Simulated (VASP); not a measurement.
# Quasiparticle energies of BAs in VASP

Wanted: how far GW moves the Kohn-Sham levels of BAs. The cell is of the zinc-blende type, one of the forms listed for this formula. The start is a cell from a database of measured crystal structures.

Program: VASP 6.6.1. Level of theory: PBE; plane waves and PAW (B_GW, As_GW), in the first sound run; inputs show where later runs differ. Results are calculated unless marked as measured.

## 1. The structure

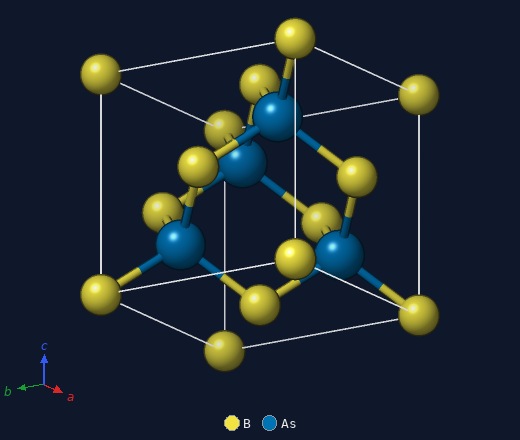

The cell as given, from a free direction (boron yellow, arsenic blue). This picture shows the conventional cell, with its axes. Bonds to atoms that aren't drawn are left out. Some periodic images of atoms are drawn too.

Structure file:

```
B As
1.0
     0.00000    2.38850    2.38850
     2.38850    0.00000    2.38850
     2.38850    2.38850    0.00000
B As
1 1
Direct
  0.00000 0.00000 0.00000
  0.25000 0.25000 0.25000
```

## 2. Ground state

The orbitals come from a self-consistent PBE run. EDIFF is tight for accurate orbitals, and a narrow smearing avoids fractional occupations.

File INCAR:

```
SYSTEM = BAs
PREC = Accurate
ENCUT = 340
EDIFF = 1E-08
NELM = 100
ISMEAR = 0
SIGMA = 0.01
LREAL = .FALSE.
ALGO = Normal
GGA = PE
NBANDS = 10
LORBIT = 11
LWAVE = .TRUE.
LCHARG = .FALSE.
KPAR = 8
```

File POSCAR:

```
BAs
1.0
    0.0000000000      2.3885000000      2.3885000000
    2.3885000000      0.0000000000      2.3885000000
    2.3885000000      2.3885000000      0.0000000000
B As
1 1
Direct
    0.0000000000      0.0000000000      0.0000000000
    0.2500000000      0.2500000000      0.2500000000
```

File KPOINTS:

```
Automatic mesh
0
Gamma
6 6 6
0 0 0
```

The projector-augmented-wave data sets are B_GW and As_GW (PBE family, release 64).

On the command line:

```console
$ mpirun -np 8 vasp_std
```

Output:

```text
[banner, memory and clock lines left out]
running    8 mpi-ranks, on    1 nodes
 distrk:  each k-point on    1 cores,    8 groups
 distr:  one band on    1 cores,    1 groups

 POSCAR found type information on POSCAR B As
 POSCAR found :  2 types and       2 ions
|                                                                             |
|           W    W    AA    RRRRR   N    N  II  N    N   GGGG   !!!           |
|           W    W   A  A   R    R  NN   N  II  NN   N  G    G  !!!           |
|           W    W  A    A  R    R  N N  N  II  N N  N  G       !!!           |
|           W WW W  AAAAAA  RRRRR   N  N N  II  N  N N  G  GGG   !            |
|           WW  WW  A    A  R   R   N   NN  II  N   NN  G    G                |
|           W    W  A    A  R    R  N    N  II  N    N   GGGG   !!!           |
|                                                                             |
|     For optimal performance we recommend to set                             |
|       NCORE = 2 up to number-of-cores-per-socket                            |
|     NCORE specifies how many cores store one orbital (NPAR=cpu/NCORE).      |
|     This setting can greatly improve the performance of VASP for DFT.       |
|     The default, NCORE=1 might be grossly inefficient on modern             |
|     multi-core architectures or massively parallel machines. Do your        |
|     Unfortunately you need to use the default for GW and RPA                |
|     calculations (for HF NCORE is supported but not extensively tested      |
|     yet).                                                                   |
|                                                                             |

 LDA part: xc-table for (Slater+PW92), standard interpolation
 POSCAR, INCAR and KPOINTS ok, starting setup
 FFT: planning ... GRIDC
 FFT: planning ... GRID_SOFT
 FFT: planning ... GRID
 WAVECAR not read
 entering main loop
       N       E                     dE             d eps       ncg     rms          rms(c)
DAV:   1     0.878002236355E+01    0.87800E+01   -0.32977E+03   320   0.572E+02
DAV:   2    -0.114143956372E+02   -0.20194E+02   -0.19612E+02   462   0.102E+02
DAV:   3    -0.120434551668E+02   -0.62906E+00   -0.62676E+00   408   0.166E+01
DAV:   4    -0.120498205352E+02   -0.63654E-02   -0.63644E-02   414   0.188E+00
DAV:   5    -0.120499602089E+02   -0.13967E-03   -0.13967E-03   406   0.205E-01    0.403E+00
DAV:   6    -0.114470193226E+02    0.60294E+00   -0.17906E+00   478   0.692E+00    0.169E+00
DAV:   7    -0.113880870363E+02    0.58932E-01   -0.17458E-01   428   0.229E+00    0.739E-01
DAV:   8    -0.113807874708E+02    0.72996E-02   -0.20097E-02   370   0.907E-01    0.772E-02
DAV:   9    -0.113811680947E+02   -0.38062E-03   -0.61031E-04   398   0.165E-01    0.418E-02
DAV:  10    -0.113813022582E+02   -0.13416E-03   -0.20145E-04   366   0.990E-02    0.859E-03
DAV:  11    -0.113813014215E+02    0.83671E-06   -0.71403E-06   384   0.156E-02    0.423E-03
DAV:  12    -0.113813019783E+02   -0.55689E-06   -0.20506E-06   360   0.993E-03    0.605E-04
DAV:  13    -0.113813019644E+02    0.13897E-07   -0.58931E-08   404   0.168E-03    0.299E-04
DAV:  14    -0.113813020953E+02   -0.13089E-06   -0.11683E-08   270   0.579E-04    0.739E-05
DAV:  15    -0.113813020804E+02    0.14952E-07   -0.14457E-09   210   0.255E-04    0.331E-05
DAV:  16    -0.113813020648E+02    0.15604E-07   -0.20705E-10   214   0.116E-04    0.592E-06
DAV:  17    -0.113813020622E+02    0.25424E-08   -0.22900E-11   214   0.409E-05
   1 F= -.11381302E+02 E0= -.11381302E+02  d E =-.658266E-57
 writing wavefunctions
```

Elapsed: 3 s, on 8 MPI ranks of AMD EPYC 7R43, shared host; peak memory 0.76 GiB; 16 s of CPU time.

Lines that name or quote the potential files are left out of all logs, and their timing lines are given in words.

OUTCAR, selected parts (step 2):

```text
ion  position               nearest neighbor table
   1  0.000  0.000  0.000-   2 2.07   2 2.07   2 2.07   2 2.07
   2  0.250  0.250  0.250-   1 2.07   1 2.07   1 2.07   1 2.07

  LATTYP: Found a face centered cubic cell.
 ALAT       =     4.7770000000

 Subroutine GETGRP returns: Found 24 space group operations
 (whereof 24 operations were pure point group operations)

The static configuration has the point symmetry T_d .

 Found     16 irreducible k-points:

   k-points           NKPTS =     16   k-points in BZ     NKDIM =     16   number of bands    NBANDS=     10

   dimension x,y,z NGX =    20 NGY =   20 NGZ =   20
   dimension x,y,z NGXF=    40 NGYF=   40 NGZF=   40

   ENCUT  =  340.0 eV  24.99 Ry    5.00 a.u.   5.08  5.08  5.08*2*pi/ulx,y,z

   NELECT =       8.0000    total number of electrons

 k-points in reciprocal lattice and weights: Automatic mesh
   0.00000000  0.00000000  0.00000000       0.005
   0.16666667  0.00000000  0.00000000       0.037
   0.33333333  0.00000000  0.00000000       0.037
   0.50000000  0.00000000  0.00000000       0.019
   0.16666667  0.16666667  0.00000000       0.028
   0.33333333  0.16666667  0.00000000       0.111
   0.50000000  0.16666667  0.00000000       0.111
  -0.33333333  0.16666667  0.00000000       0.111
  -0.16666667  0.16666667  0.00000000       0.056
[...]
-0.33333333  0.33333333  0.16666667       0.111
  -0.33333333  0.50000000  0.16666667       0.056

 average (electrostatic) potential at core
       1 -26.7438       2 -48.7402

 E-fermi :   6.2848

 k-point     1 :       0.0000    0.0000    0.0000
  band No.  band energies     occupation
      1      -9.2365      2.00000
      2       6.1743      2.00000
      3       6.1743      2.00000
      4       6.1743      2.00000
      5       9.4405      0.00000
      6       9.4405      0.00000
      7       9.4405      0.00000
      8      10.8291      0.00000
      9      15.7380      0.00000
    ...

 k-point     2 :       0.1667    0.0000    0.0000
  band No.  band energies     occupation
      1      -8.7832      2.00000
      2       3.2123      2.00000
      3       5.4914      2.00000
      4       5.4914      2.00000
      5       9.4592      0.00000
      6      10.3277      0.00000
      7      10.3277      0.00000
      8      12.8060      0.00000
      9      17.1582      0.00000
    ...

 k-point     3 :       0.3333    0.0000    0.0000
  band No.  band energies     occupation
      1      -7.5163      2.00000
      2      -0.5728      2.00000
      3       4.6567      2.00000
      4       4.6567      2.00000
      5       9.0191      0.00000
      6      10.9931      0.00000
      7      10.9931      0.00000
      8      14.8480      0.00000
      9      17.6522      0.00000
    ...

  Total        0.4972311      0.4972311      0.4972311      0.0000000     -0.0000000     -0.0000000
  in kB       29.2323107     29.2323107     29.2323107      0.0000000     -0.0000000     -0.0000000
  external PRESSURE =      29.2323107 kB  Pullay stress =       0.0000000 kB

  energy-cutoff  :      340.00
  volume of cell :       27.25
      direct lattice vectors                 reciprocal lattice vectors
     0.000000000  2.388500000  2.388500000    -0.209336404  0.209336404  0.209336404
     2.388500000  0.000000000  2.388500000     0.209336404 -0.209336404  0.209336404
     2.388500000  2.388500000  0.000000000     0.209336404  0.209336404 -0.209336404

 POSITION                                       TOTAL-FORCE (eV/Angst)
 -----------------------------------------------------------------------------------
      0.00000      0.00000      0.00000         0.000000      0.000000      0.000000
      1.19425      1.19425      1.19425        -0.000000     -0.000000     -0.000000
 -----------------------------------------------------------------------------------
    total drift:                                0.000001      0.000001      0.000000

  FREE ENERGIE OF THE ION-ELECTRON SYSTEM (eV)
  ---------------------------------------------------
  free  energy   TOTEN  =       -11.3813020622 eV

  energy  without entropy=      -11.3813020622  energy(sigma->0) =      -11.38130206

 total charge
# of ion       s       p       d       tot
------------------------------------------
    1        0.635   1.125   0.000   1.760
    2        1.150   1.627   0.088   2.865
--------------------------------------------------
tot          1.785   2.752   0.088   4.625

[... 3 further parts left out ...]
```

The gap is read on the k-mesh alone, so it is an upper bound where the band edges lie off the mesh.

A gap read on the k-mesh alone can miss the band edges.

This step gave:

* free energy (TOTEN): -11.38 eV
* Fermi energy: 6.285 eV
* pressure: 2.923 GPa
* gap on the k-mesh: 1.265 eV
* least direct gap on the k-mesh: 3.266 eV

The cell has a gap of 1.26 eV on this mesh and a pressure of +2.9 GPa, which holds the misfit of the given cell and coordinates with this functional, and any error of cutoff, mesh and data sets. Spin-orbit coupling is left out, which can shift or reorder these edges.

## 3. Empty bands, functional PBE

ALGO = Exact makes the empty bands from the converged ground state in one step. LOPTICS writes the k-derivatives of the orbitals (WAVEDER), which give the long-wavelength limit of the screening.

File INCAR:

```
SYSTEM = BAs
PREC = Accurate
ENCUT = 340
ISMEAR = 0
SIGMA = 0.01
LREAL = .FALSE.
GGA = PE
NBANDS = 176
ALGO = Exact
NELM = 1
LWAVE = .TRUE.
LCHARG = .FALSE.
LOPTICS = .TRUE.
NEDOS = 1000
CSHIFT = 0.1
```

POSCAR is that of step 2.

KPOINTS is that of step 2.

On the command line:

```console
$ mpirun -np 8 vasp_std
```

Output:

```text
[banner, memory and clock lines left out]
running    8 mpi-ranks, on    1 nodes
 distrk:  each k-point on    8 cores,    1 groups
 distr:  one band on    1 cores,    8 groups

 POSCAR found type information on POSCAR B As
 POSCAR found :  2 types and       2 ions
 [... a notice as in an earlier step ...]

 LDA part: xc-table for (Slater+PW92), standard interpolation
 found WAVECAR, reading the header
  number of bands has changed, file:    10 present:   176
  trying to continue reading WAVECAR, but it might fail
 POSCAR, INCAR and KPOINTS ok, starting setup
 FFT: planning ... GRIDC
 FFT: planning ... GRID_SOFT
 FFT: planning ... GRID
 reading WAVECAR
 random initialization beyond band           10
 the WAVECAR file was read successfully
 initial charge from wavefunction
 entering main loop
       N       E                     dE             d eps       ncg     rms          rms(c)
DIA:   1    -0.113813020635E+02   -0.11381E+02    0.00000E+00     0   0.000E+00
   1 F= -.11381302E+02 E0= -.11381302E+02  d E =-.881985-112
 writing wavefunctions
 optical routines
 imaginary and real dielectric function
 recalculating local potential from charge density
 direction            1
 direction            2
 direction            3
```

Elapsed: 4 s, on 8 MPI ranks; peak memory 0.7 GiB.

Parts of OUTCAR (step 3):

```text
The static configuration has the point symmetry T_d .

 Found     16 irreducible k-points:

   k-points           NKPTS =     16   k-points in BZ     NKDIM =     16   number of bands    NBANDS=    176

   NELECT =       8.0000    total number of electrons

 E-fermi :   6.3319

  Total        0.4972373      0.4972373      0.4972373     -0.0000000     -0.0000000      0.0000000
  in kB       29.2326771     29.2326771     29.2326771     -0.0000000     -0.0000000      0.0000000
  external PRESSURE =      29.2326771 kB  Pullay stress =       0.0000000 kB

 POSITION                                       TOTAL-FORCE (eV/Angst)
 -----------------------------------------------------------------------------------
      0.00000      0.00000      0.00000        -0.000000     -0.000000     -0.000000
      1.19425      1.19425      1.19425         0.000000      0.000000      0.000000
 -----------------------------------------------------------------------------------
    total drift:                                0.000001      0.000001      0.000000

  FREE ENERGIE OF THE ION-ELECTRON SYSTEM (eV)
  ---------------------------------------------------
  free  energy   TOTEN  =       -11.3813020635 eV

  energy  without entropy=      -11.3813020635  energy(sigma->0) =      -11.38130206

 plasma frequency squared (from intraband transitions) (eV^2)
  --------------------------------------------------------------------------------------
       0.000      -0.000      -0.000
      -0.000       0.000       0.000
      -0.000       0.000       0.000

[... 14 parts as in an earlier step ...]
```

WAVECAR now holds 176 bands for 8 electrons. Its independent-particle dielectric tensor has xx, yy, zz = 11.6, 11.6, 11.6 on this mesh, which isn't tested for convergence in mesh or bands and lacks local fields.

(Continued in part 2 of 5.)

[Lines on the potential files, build, host, timing and source positions are cut from VASP's logs without a mark.]

[Logs are printed without paths, hosts, clocks, repeated set-up lines and the standing remarks that a program may print on its own settings, such as how far it seeks lower states.]

[Hosts, paths, dates, database ids (printed as entryN), source tags and the programs' standing remarks are cut or masked in the printed files.]

[Pressures printed for these runs are not shown converged in the cutoff: they can be off by several GPa and have the wrong sign.]
